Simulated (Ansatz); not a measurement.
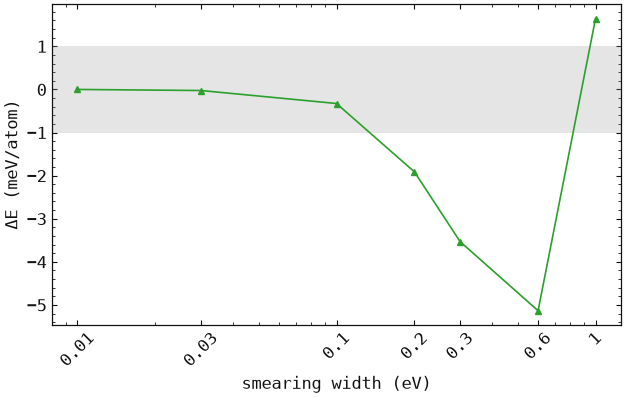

One cell, run at 7 values of the smearing width.
System: W (Im-3m, 1 atom in the cell).
Method: DFT, LDA (PW92), plane waves (420 eV) with PAW, scalar-relativistic (Ansatz); 14×14×14 k-mesh, Methfessel–Paxton smearing.
ΔE is the free energy less its value at the smallest setting, 0.01 eV.
Dashed lines or grey bands mark the tolerance: 1 meV/atom.

> From which setting is the free energy converged to 1 meV/atom?

The free energy is within 1 meV/atom of the smallest setting's value from 0.1 eV down. It is off by +1.6 meV/atom at 1 eV, −5.1 meV/atom at 0.6 eV, −3.5 meV/atom at 0.3 eV and −1.9 meV/atom at 0.2 eV.
